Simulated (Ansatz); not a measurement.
Here is a crystal structure:

Space group I4/mmm (No. 139). a = 3.023 Å, b = 3.023 Å, c = 3.103 Å, α = 90.00°, β = 90.00°, γ = 90.00°
| atom | site | symmetry | x | y | z |
| --- | --- | --- | --- | --- | --- |
| Al | 2a | 4/mmm | 0.0000 | 0.0000 | 0.0000 |

Question: Before looking at a picture, describe the arrangement of atoms.

Answer: The element is aluminium. Strictly the space group is I4/mmm (No. 139, within 0.01 Å). It is a distorted form of a body-centred cubic structure, space group Im-3m (No. 229) within 0.25 Å: body-centred cubic (W type). The cell holds two atoms. Around each Al lie eight Al in a cubic arrangement at 2.64 Å. The bonds build a three-dimensional framework.

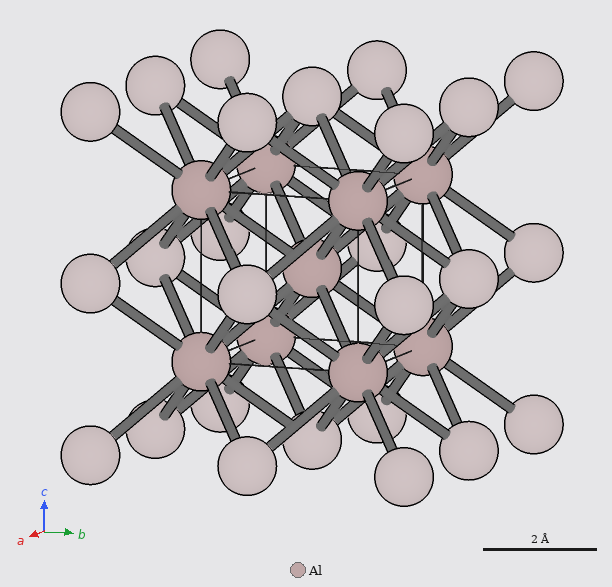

A ball-and-stick rendering, viewed slightly off an axis. The edges of the drawn cell (a repeat of the simulation cell) are marked. Atoms of adjacent cells appear where they bond to atoms in the box, in fainter colours.

Provenance: a structure listed in the Materials Project. The cell was then strained or its atoms displaced on purpose. A calculation with Ansatz used it as input.

At this level of theory the cell isn't at rest (compressed, at 14 GPa), so its distances can differ from those at equilibrium, the more so the softer the solid.
